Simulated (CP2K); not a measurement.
System: zincblende GaP, space group F-43m (No. 216), 2 atoms in the primitive cell. The cell is scaled uniformly. Level of theory: LDA, GTH_POTENTIALS Ga GTH-PADE-q13, P GTH-PADE-q5; TZVP-MOLOPT-PBE-GTH basis, no spin polarisation, no spin-orbit coupling, 8×8×8 k mesh; code CP2K 2026.2.

At 20.24 Å³/atom the lowest conduction levels at the points plotted lie 1.49 eV (L), 1.54 eV (X), 1.55 eV (Γ) and 2.08 eV (K) above the valence top at Γ.

**How does each level move from 19.03 Å³/atom to 21.45 Å³/atom?**

L falls by 0.37 eV, X rises by 0.23 eV, Γ falls by 0.99 eV and K rises by 0.10 eV. Straight lines against ln V have slopes of −3.1 eV at L, +2.0 eV at X, −8.2 eV at Γ and +0.8 eV at K. Going by straight lines between the points, the lowest is the one at X up to about 20.05 Å³/atom, the one at L up to about 20.49 Å³/atom and the one at Γ beyond. With the valence top at Γ, the lowest of these transitions turns from indirect to direct near 20.49 Å³/atom.

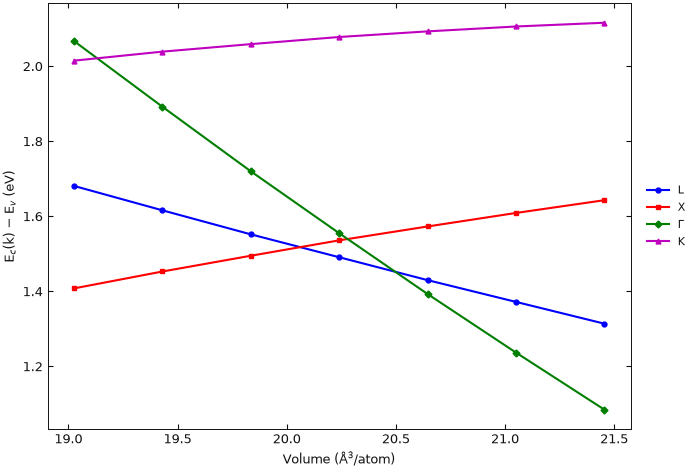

Lowest conduction level at each named k point, counted from the valence-band top at Γ.

```csv
volume,L (eV),X (eV),Γ (eV),K (eV)
19.03 Å³/atom,1.68,1.41,2.07,2.02
19.43 Å³/atom,1.62,1.45,1.89,2.04
19.84 Å³/atom,1.55,1.50,1.72,2.06
20.24 Å³/atom,1.49,1.54,1.55,2.08
20.65 Å³/atom,1.43,1.57,1.39,2.09
21.05 Å³/atom,1.37,1.61,1.24,2.11
21.45 Å³/atom,1.31,1.64,1.08,2.12
```

The basis of atomic orbitals isn't converged, which shifts gaps and empty levels. Measured GaP has its conduction bottom near X; the order of its valleys hangs on the functional and the volume. LDA, GGA and most meta-GGA functionals understate gaps.
